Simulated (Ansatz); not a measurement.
Read the following structure.

```
CELL_PARAMETERS angstrom
3.54471 0.00000 0.00000
-1.77236 3.06981 0.00000
0.00000 0.00000 6.71106
ATOMIC_POSITIONS crystal
Ti 0.00000 0.00000 0.00000
Se 0.33333 0.66667 0.23023
Se 0.66667 0.33333 0.76977
```

Characterise the structure given above.

Formula: TiSe2. Space group: P-3m1 (No. 164). Lattice: primitive hexagonal. Among the common structure types it is cadmium iodide (CdI₂, 1T) type. With Z = 1, the cell contains 1 Ti, 2 Se. The neighbours of Ti are six Se in an octahedral arrangement at 2.56 Å. Each Se has three Ti in a trigonal pyramidal arrangement at 2.56 Å. The bonds build TiSe2 layers parallel to (001).

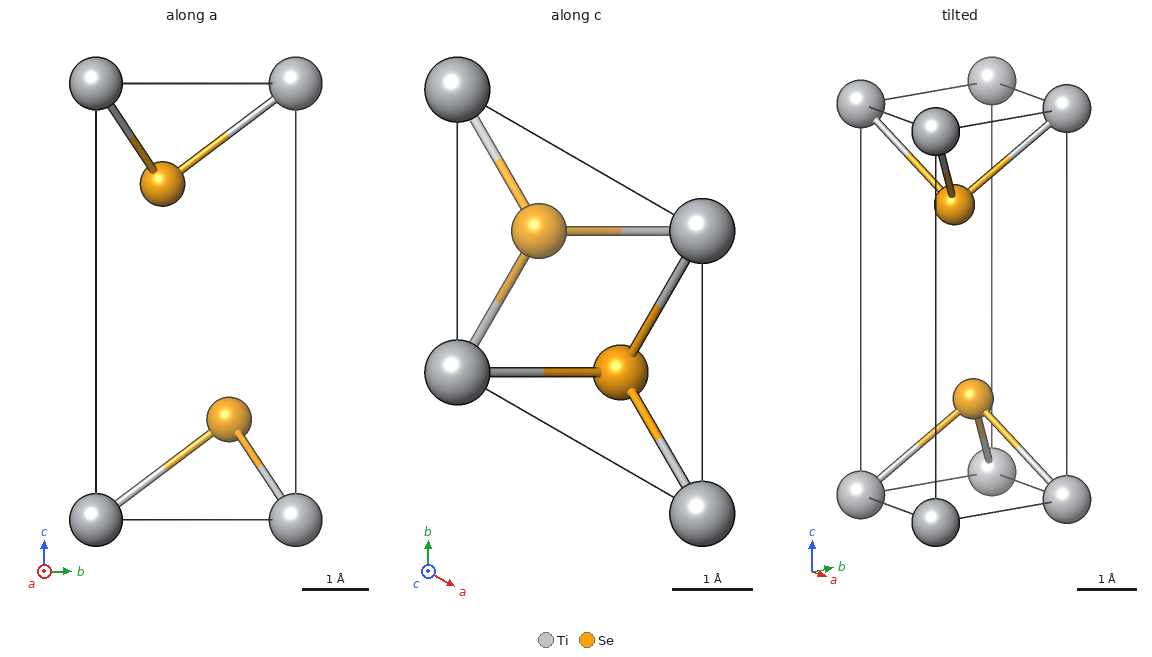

Structure drawing (ball-and-stick), viewed along the a axis, along the c axis and slightly off an axis. The conventional unit cell is drawn as a box. Colours: titanium light grey, selenium orange.

The starting point was a structure type known for this compound. Earlier steps of the study may have refined or changed the cell and positions. It was set up as input for a calculation with Ansatz.
